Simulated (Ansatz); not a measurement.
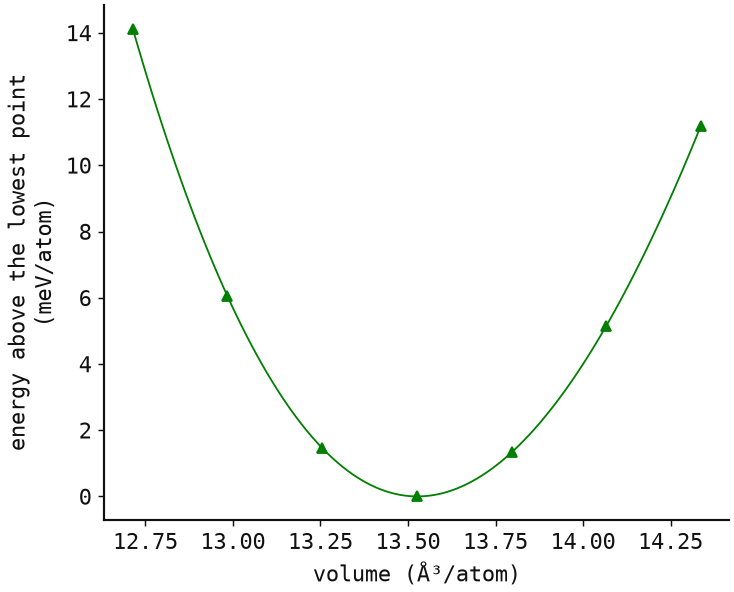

Plotted: energy above the lowest point against volume for Cl₂O₃, space group Pn-3m (No. 224) (one of a set of cubic test structures, which need not be the stable phase).

How it was computed, with Ansatz 0.2.0 development build: equation of state of a cubic crystal from periodic Kohn-Sham density functional theory without spin, third-order Birch-Murnaghan fit to the free energies; pressure corrected for the finite basis. Level: PBE.

- structure type: cubic X2O3
- atoms in cell: 10
- space group number: 224
- lattice centring: simple cubic
- k mesh: 11×11×11
- occupation method: Fermi–Dirac
- occupation width: 0.06123 eV
- wave cutoff: 700 eV
- datasets: hard PAW
- density tolerance: 1e−09 eV
- bands: 42
- density cutoff ratio: 4
- search for lower states: default

From this curve and the settings, what does the calculation give for the pressure at the same points?

The pressure falls from 5.9 GPa at volume 12.71 Å³/atom to −4.2 GPa at 14.34 Å³/atom, and changes sign near 13.53 Å³/atom.

```csv
volume (Å³/atom),pressure (GPa)
12.71,5.9
12.98,3.7
13.25,1.8
13.53,0.0
13.80,-1.6
14.07,-2.9
14.34,-4.2
```

Keep in mind: cubic model structure, not the ambient form; modest k-mesh, values are not fully converged in k.
